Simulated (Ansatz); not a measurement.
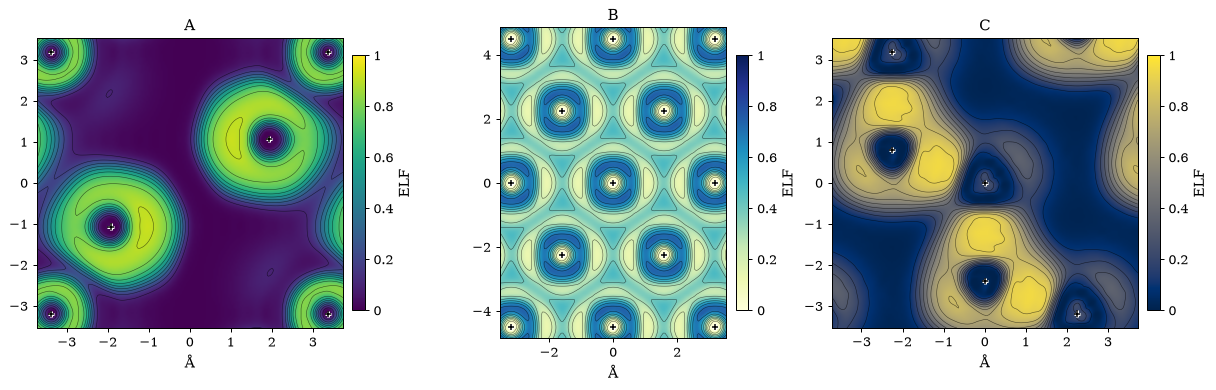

The ELF of 3 systems, each on a plane through atoms (crosses mark nuclei in the plane).

Computed with DFT PBE, scalar-relativistic, plane waves, PAW in Ansatz 0.2.0.

System 1: ZrS2, the (110) plane of the conventional cell. Space group P-3m1; a structure from a database of computed crystals, not necessarily the ambient phase.

```
CELL_PARAMETERS angstrom
3.68521 0.00000 0.00000
-1.84260 3.19148 0.00000
0.00000 0.00000 6.75791
ATOMIC_POSITIONS crystal
Zr 0.00000 0.00000 0.00000
S 0.66667 0.33333 0.78568
S 0.33333 0.66667 0.21432
```

System 2: AlP, the (010) plane of the calculation cell. Space group F-43m.

```yaml
crystal:
  lattice:
    - [-5.50833, -2.75416, -2.75416]
    - [-2.75416, -5.50833, 2.75416]
    - [-5.50833, 2.75416, 2.75416]
  atoms:
    - { symbol: Al, position: [0.54167, 0.66667, 0.37500] }
    - { symbol: Al, position: [0.20833, 0.33333, 0.37500] }
    - { symbol: Al, position: [0.87500, 0.00000, 0.37500] }
    - { symbol: Al, position: [0.70833, 0.33333, 0.87500] }
    - { symbol: Al, position: [0.37500, 0.00000, 0.87500] }
    - { symbol: Al, position: [0.04167, 0.66667, 0.87500] }
    - { symbol: P, position: [0.33333, 0.33333, 0.00000] }
    - { symbol: P, position: [0.00000, 0.00000, 0.00000] }
    - { symbol: P, position: [0.66667, 0.66667, 0.00000] }
    - { symbol: P, position: [0.50000, 0.00000, 0.50000] }
    - { symbol: P, position: [0.16667, 0.66667, 0.50000] }
    - { symbol: P, position: [0.83333, 0.33333, 0.50000] }
```

System 3: W, the (11̄0) plane of the conventional cell. Space group Im-3m.

```xyz
2
Lattice="3.1836 0.0000 0.0000 0.0000 3.1836 0.0000 0.0000 0.0000 3.1836" Properties=species:S:1:pos:R:3 pbc="T T T"
W     0.0000    0.0000    0.0000
W     1.5918    1.5918    1.5918
```

Match each panel to its system.

Panel A is system 1, ZrS2: the plane holds Zr and S. Zr–S (2.57 Å): the ELF peaks at about 0.85 in the valence shell of S, 0.8 Å from its nucleus, and is about 0.40 at the midpoint. Panel B is system 3, W: the plane holds W. W–W (2.76 Å): the ELF is about 0.40 at the midpoint. Panel C is system 2, AlP: the plane holds Al and P. Al–P (2.39 Å): the ELF peaks at about 0.95 between the atoms; a covalent bond.
